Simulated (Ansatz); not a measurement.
System: Si16H (cell with a defect).

Input

```
crystal:
  lattice:
    - [0.0, 5.43, 5.43]
    - [5.43, 0.0, 5.43]
    - [5.43, 5.43, 0.0]
  atoms:
    - { symbol: Si, position: [0.0, 0.0, 0.0] }
    - { symbol: Si, position: [0.125, 0.125, 0.125] }
    - { symbol: Si, position: [0.0, 0.0, 0.5] }
    - { symbol: Si, position: [0.125, 0.125, 0.625] }
    - { symbol: Si, position: [0.0, 0.5, 0.0] }
    - { symbol: Si, position: [0.125, 0.625, 0.125] }
    - { symbol: Si, position: [0.0, 0.5, 0.5] }
    - { symbol: Si, position: [0.125, 0.625, 0.625] }
    - { symbol: Si, position: [0.5, 0.0, 0.0] }
    - { symbol: Si, position: [0.625, 0.125, 0.125] }
    - { symbol: Si, position: [0.5, 0.0, 0.5] }
    - { symbol: Si, position: [0.625, 0.125, 0.625] }
    - { symbol: Si, position: [0.5, 0.5, 0.0] }
    - { symbol: Si, position: [0.625, 0.625, 0.125] }
    - { symbol: Si, position: [0.5, 0.5, 0.5] }
    - { symbol: Si, position: [0.625, 0.625, 0.625] }
    - { symbol: H, position: [0.30356999, 1.07462525, 0.81520206], spin: 1.0 }
magnetization:
  spin_polarized: true
basis:
  ecutwfc: 420.0
kpoints:
  mp_grid: { grid: [2, 2, 2] }
hamiltonian:
  xc: pbe
scf:
  occupations: { method: gaussian, width: 0.02 }
  lower_state_search: "off"
relax:
  f_tol: 0.03
  max_steps: 60
  adjacent_minimum: "off"
output:
  write_density: true
  write_potential: true
  elf: true
  volumetric_format: npy
```

Command:

```sh
ansatz run input.yaml --threads 2 --pin off --max-ram 5120MiB --backend cpu --events-out ev --progress --plain --runs-dir out
```

The fields are those of the run's last geometry, not of the input's.

The program warned that a starting moment wasn't kept; spin-polarised, but the moments vanished.

Method: DFT PBE, scalar-relativistic, plane waves, PAW (Ansatz 0.2.0).

### Predict the valence pseudo-density and electron localisation function between the atoms.

Si–H (1.70 Å): ρ at the midpoint is about 0.51 e/Å³; the ELF climbs to about 1 towards the hydrogen, as it does in any bond to H.
Si–Si (2.34 Å): ρ at the midpoint is about 0.57 e/Å³; the ELF peaks at about 0.95 between the atoms; localised, covalent bonding.
Si–Si (2.38 Å): ρ is about 0.52 e/Å³ halfway; the ELF peaks at about 0.90 between the atoms.

### Does the calculation make it a metal, or give it a gap?

It is gapped, with a Kohn–Sham gap of 0.54 eV on the k-point mesh, an upper bound to the gap of this method.

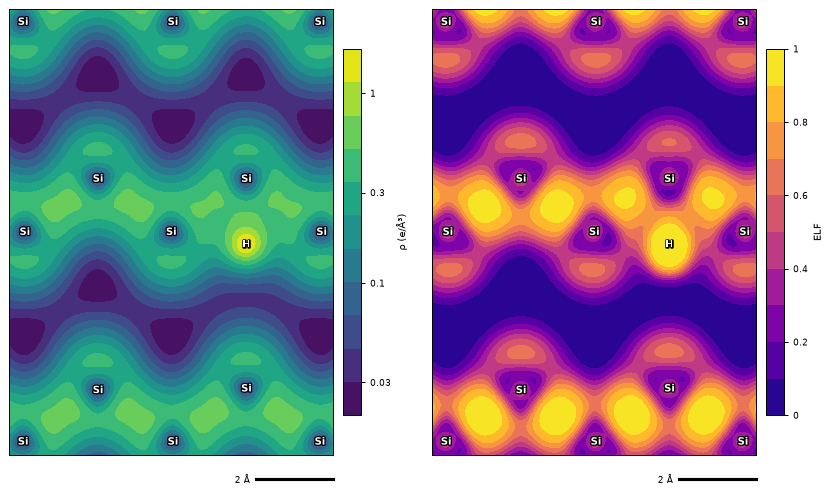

Computed valence pseudo-density and electron localisation function on the (011̄) plane of the calculation cell, in this order. 

Core electrons are frozen (PAW), and the valence fields are smoothed inside the atomic spheres.
